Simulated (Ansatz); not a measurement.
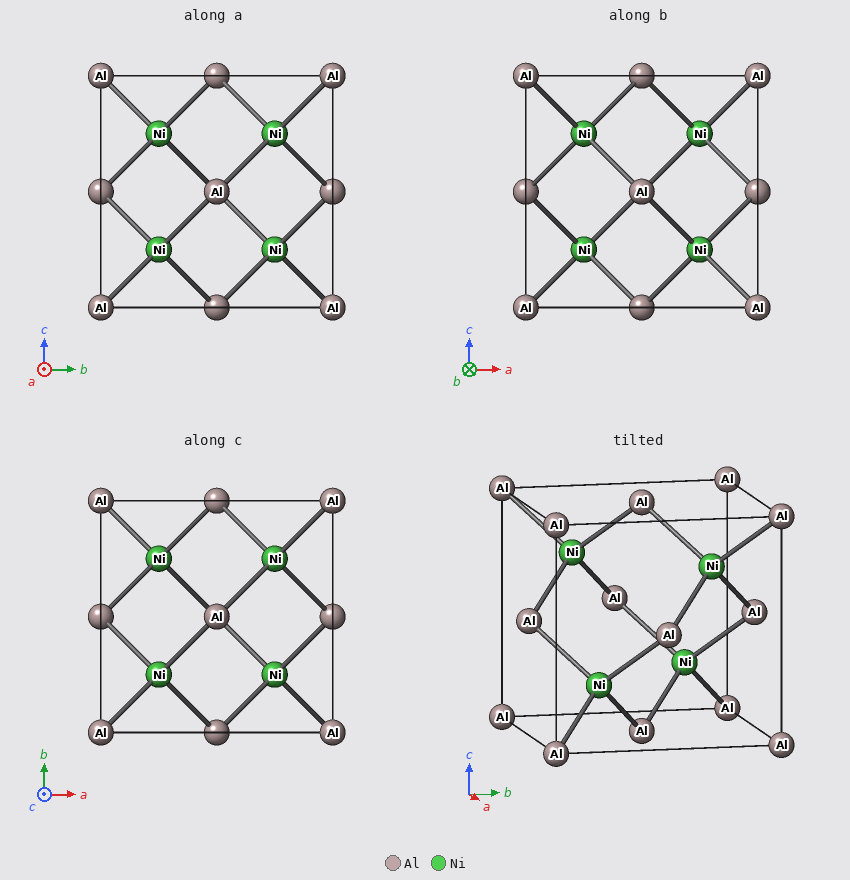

Structure drawing (ball-and-stick), viewed along the a axis, along the b axis, along the c axis and slightly off an axis. The edges of the conventional unit cell are marked.

Lattice parameters: a = 5.3579 Å, b = 5.3579 Å, c = 5.3579 Å, α = 90.000°, β = 90.000°, γ = 90.000°.

Put the structure into a CIF in P1 with every atom of the cell.

```cif
data_structure
_symmetry_space_group_name_H-M 'P 1'
_symmetry_Int_Tables_number 1
_cell_length_a 5.3579
_cell_length_b 5.3579
_cell_length_c 5.3579
_cell_angle_alpha 90.000
_cell_angle_beta 90.000
_cell_angle_gamma 90.000
_cell_volume 153.81
loop_
_atom_site_label
_atom_site_type_symbol
_atom_site_fract_x
_atom_site_fract_y
_atom_site_fract_z
_atom_site_occupancy
Al1 Al 0.0000 0.0000 0.0000 1
Ni1 Ni 0.2500 0.2500 0.7500 1
Al2 Al 0.0000 0.5000 0.5000 1
Ni2 Ni 0.2500 0.7500 0.2500 1
Al3 Al 0.5000 0.0000 0.5000 1
Ni3 Ni 0.7500 0.2500 0.2500 1
Al4 Al 0.5000 0.5000 0.0000 1
Ni4 Ni 0.7500 0.7500 0.7500 1
```

The cell started as a structure type filled with these elements by a generator (whether the compound takes this form wasn't checked). The geometry was optimised with Ansatz, DFT PBE, scalar-relativistic, plane waves, PAW.
